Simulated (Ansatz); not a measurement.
Cell and atoms:

```cif
data_structure
_symmetry_space_group_name_H-M 'F m -3 m'
_symmetry_Int_Tables_number 225
_cell_length_a 4.3389
_cell_length_b 4.3389
_cell_length_c 4.3389
_cell_angle_alpha 90.000
_cell_angle_beta 90.000
_cell_angle_gamma 90.000
_cell_volume 81.68
loop_
_atom_site_label
_atom_site_type_symbol
_atom_site_symmetry_multiplicity
_atom_site_Wyckoff_symbol
_atom_site_fract_x
_atom_site_fract_y
_atom_site_fract_z
_atom_site_occupancy
Zn1 Zn 4 a 0.00000 0.00000 0.00000 1
O1 O 4 b 0.50000 0.00000 0.00000 1
```

**Give a crystallographic description of this input.**

Chemical formula ZnO. The symmetry is that of Fm-3m (No. 225), on a face-centred cubic lattice. Its structure type: rock salt (NaCl type). One cell contains 4 Zn, 4 O, 8 atoms in all. Each Zn has six O in an octahedral arrangement at 2.17 Å. Each O is bonded to six Zn in an octahedral arrangement at 2.17 Å. The bonds build a three-dimensional framework.

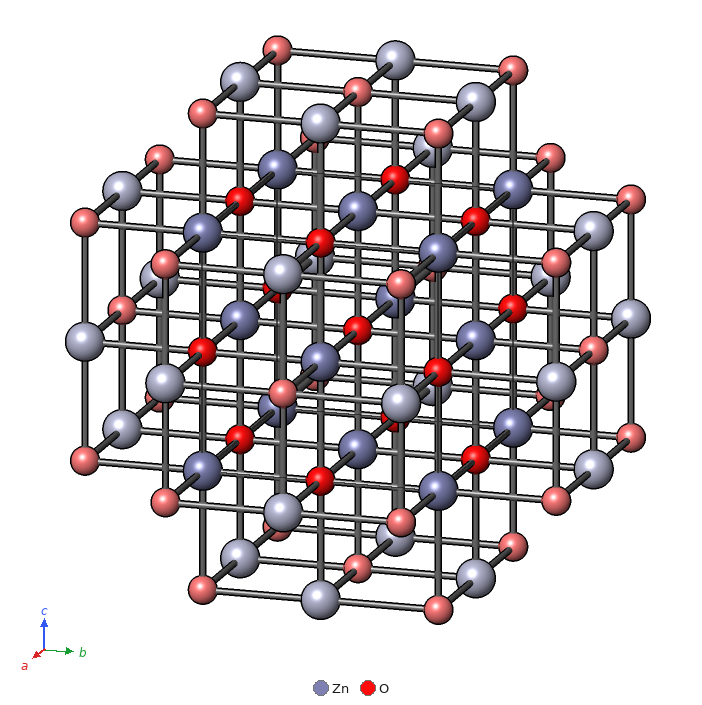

Drawn in the ball-and-stick manner and seen slightly off an axis. Thin lines show the conventional unit cell, with boundary atoms drawn in all their periodic places. Outside the box, the atoms bonded to those within are drawn, in fainter colours. Colours: zinc blue, oxygen red.

Origin of the cell: a structure listed in the Materials Project. Earlier steps of the study may have refined or changed the cell and positions. It went into a calculation with Ansatz.

At this level of theory the cell isn't at rest (stretched, at -5 GPa), so its distances can differ from those at equilibrium, the more so the softer the solid.
